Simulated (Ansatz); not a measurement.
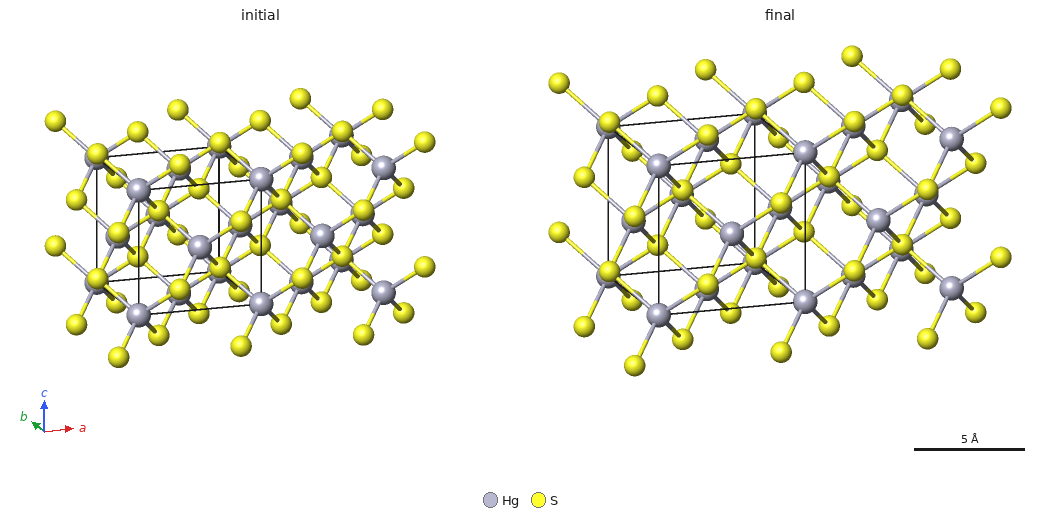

The structure of solid HgS (set up in F-43m) (coarse preliminary run) before (left) and after (right) a relaxation, at one scale.

A ball-and-stick model of the conventional cell (4 times the calculation's cell), repeated 2 × 1 × 1 with one cell outlined, seen slightly off an axis. Lengths and directions refer to the drawn axes.

Case: input drawn at random.

Computed with DFT PBE, scalar-relativistic, plane waves, PAW in Ansatz 0.2.0.

Input file:
```yaml
crystal:
  lattice:
    - [0.0, 2.9696625333, 2.9696625333]
    - [2.9696625333, 0.0, 2.9696625333]
    - [2.9696625333, 2.9696625333, 0.0]
  atoms:
    - { symbol: Hg, position: [0.0, 0.0, 0.0] }
    - { symbol: S, position: [0.25, 0.25, 0.25] }
basis:
  ecutwfc: 420
kpoints:
  mp_grid: { grid: [1, 1, 1] }
hamiltonian:
  xc: pbe
scf:
  occupations: { method: tetrahedron, width: 0.05 }
  max_iter: 66
output:
  forces: true
  stress: true
  eigenvalues: true
relax:
  adjacent_minimum: "off"
  f_tol: 0.02
  max_steps: 10
  cell: { fix: [shape] }
```

Command:
```bash
ansatz run input.yaml --threads 1 --pin off --max-ram 1331MiB --backend cpu --events-out ev --progress --plain --runs-dir out
```

> Describe what moved and what it gained.

The run was cut off at its time limit before the relaxation converged, so the last structure is only a point on the way. Over 4 geometry steps the energy falls by 4.421 eV per cell of the calculation. All forces vanish by symmetry, so only the cell relaxes. Pressure: 49.02 GPa at the start and 1.41 GPa at the end. No atom moves by more than 0.005 Å relative to the cell. The volume changes by +71.2 %, with a = b = c 5.939 → 7.105 Å (+19.6 %). Some distances before and after: Hg1–S2 2.572 → 3.077 Å. The space group stays F-43m (No. 216).
